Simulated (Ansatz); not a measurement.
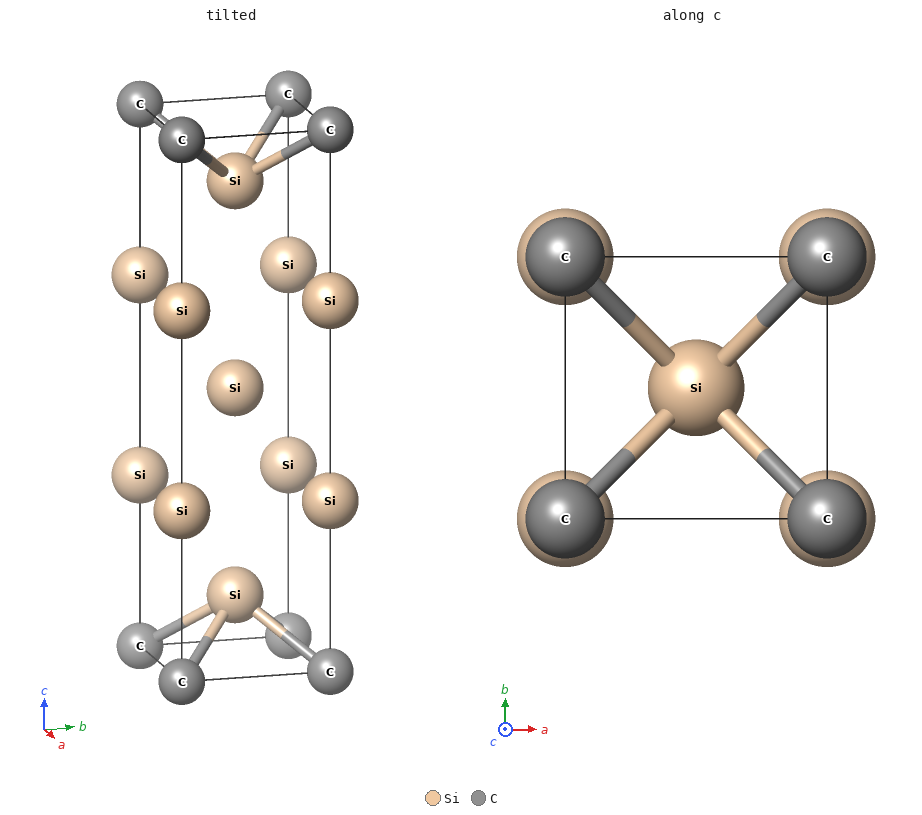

The structure above is drawn in ball-and-stick style and viewed slightly off an axis and along the c axis. Thin lines show the conventional unit cell, with boundary atoms drawn in all their periodic places. Cell: a = 2.76 Å, b = 2.76 Å, c = 9.98 Å, α = 90.00°, β = 90.00°, γ = 90.00°.

The model was built from a structure type filled with these elements by a generator (whether the compound takes this form wasn't checked). Earlier steps of the study, as a rule a relaxation of our own, may have changed the cell and positions, so they can lie some per cent off the listed ones. Ansatz was used for an electronic-structure calculation on it.

Summary of the structure:

Answer. Its composition is Si$_{5}$C. Its lattice is primitive tetragonal, its space group P4/mmm (No. 123). Atoms per cell: 6 (5 Si, 1 C). The neighbours of C are eight Si in a distorted cubic arrangement at about 2.3 Å. Si takes three kinds of site: 2h with four C and one Si (about 2.3 Å to C, 2.4 Å to Si); 2g with no bonds drawn; 1d with no bonds drawn. The bonds build Si2C layers parallel to (001); some Si atoms stand without bonds in the drawing.

Computational set-up: DFT PBE, scalar-relativistic, plane waves, PAW in Ansatz 0.2.0, a basis cut at 420 eV, Brillouin-zone sampling on a 14×14×4 mesh, Gaussian smearing of 0.1 eV, no spin polarisation.

Predict the gap.

Answer. A metal: bands cross the Fermi level.

State the Bader charges by element.

Answer. Si -0.03 to +0.75 e; C -1.55 e.

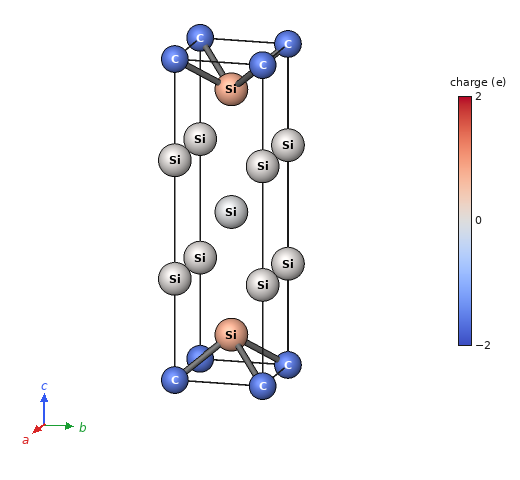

The atoms coloured by those charges. The run's cell of 6 atoms is drawn.

Does the calculation find this structure at rest?

Answer. Yes. The largest force is 0.01 eV/Å. The pressure is 0.0 GPa, close to zero.
